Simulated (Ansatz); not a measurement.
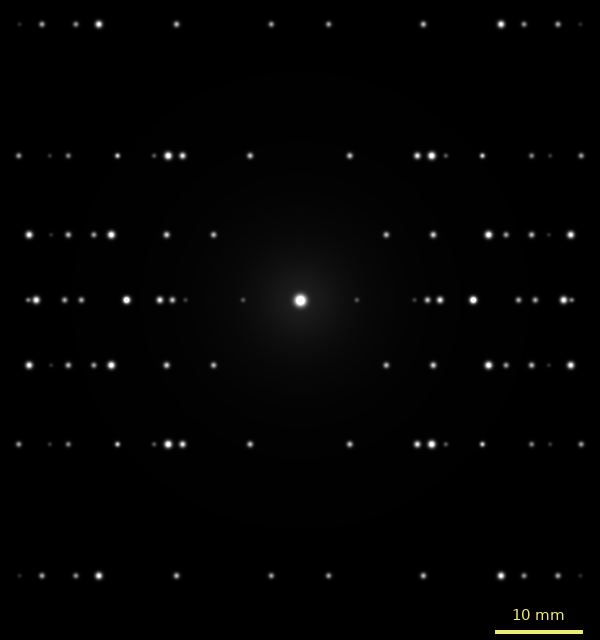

Simulated X-ray rotation photograph: Cu Kα radiation (λ = 1.5418 Å), cylindrical film of radius 30.0 mm unrolled, rotation axis vertical and normal to the beam, kinematic intensities without Lorentz or polarisation factors, the film spanning ±63° about the beam; spots down to d = 1.33 Å.

### What lattice repeat along the rotation axis do the layer lines give?

The first layer line lies 7.5 mm from the equator, so tan ν = 0.250, sin ν = 0.242 and the period is λ/sin ν = 6.37 Å. Further lines follow at 16.6, 31.7 mm.

The crystal is Sb2Pt, space group P4/nmm (No. 129), a = 4.50 Å, c = 7.07 Å. Structure: coordinates from a relaxation with DFT PBE, scalar-relativistic, plane waves, PAW (Ansatz); the starting structure was generated, so it need not be a known form of this composition.

### About which axis was it rotated?

About [110] (or an equivalent direction), whose length in the conventional cell is 6.369 Å.
